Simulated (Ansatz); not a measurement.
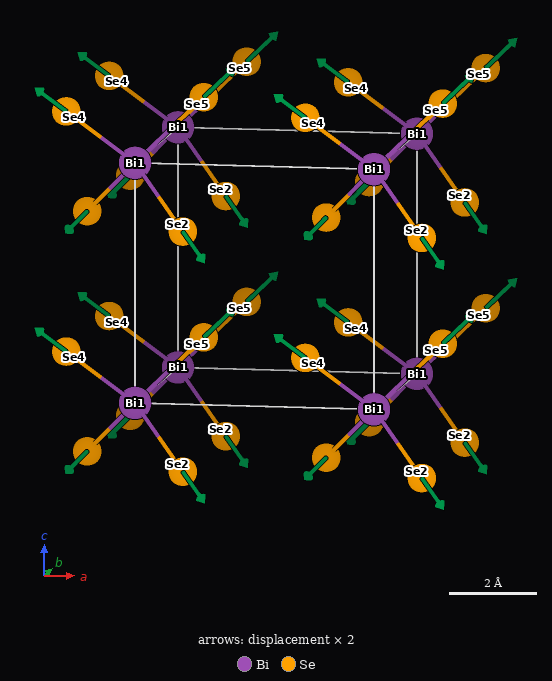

A relaxation of crystalline BiSe$_{4}$ (a generated structure, set up in P-43m) (coarse preliminary run). The starting structure is drawn; green arrows show the displacements (the part carried along by the change of the cell is left out), 2 times their true length.

Style: ball-and-stick. Shown: the cell of the calculation, slightly off an axis.

These are results of DFT PBE, scalar-relativistic, plane waves, PAW in Ansatz, not measurements. Settings: plane-wave cutoff 420 eV; k-point mesh 4 × 4 × 4; occupations gaussian; smearing width 0.1 eV; no spin polarisation; cell and atoms relaxed; force threshold 0.04 eV/Å; at most 70 steps.

**Which element moves most?**

Selenium: up to 0.57 Å, against 0.00 Å for bismuth.

**What did the optimiser do to the structure, and how much energy did it gain?**

The largest moves relative to the cell, 0.57 Å, are those of Se atoms. Bi stays in place. Cell: a = b = c 5.613 → 5.214 Å (−7.1 %). Volume −19.8 %. Near-neighbour distances that change, for instance: Se–Se 4.067 → 2.844 Å, Bi–Se 2.370 → 2.774 Å. The space group stays P-43m (No. 215). Over 7 accepted moves (8 points after the start) the energy falls by 590 meV per atom. The largest force component goes from 2.2 to 0.0018 eV/Å. Pressure: 8.60 GPa at the start and 0.05 GPa at the end. The SCF was repeated once at an unchanged geometry on a basis and grid sized afresh for the cell, which shifted the energy by 0.5 meV per atom at most. The run took 2.1 min on 1 thread of Intel(R) Xeon(R) Processor @ 2.50GHz (Skylake/Cascade Lake), with other jobs on the host, peak memory 0.44 GiB.
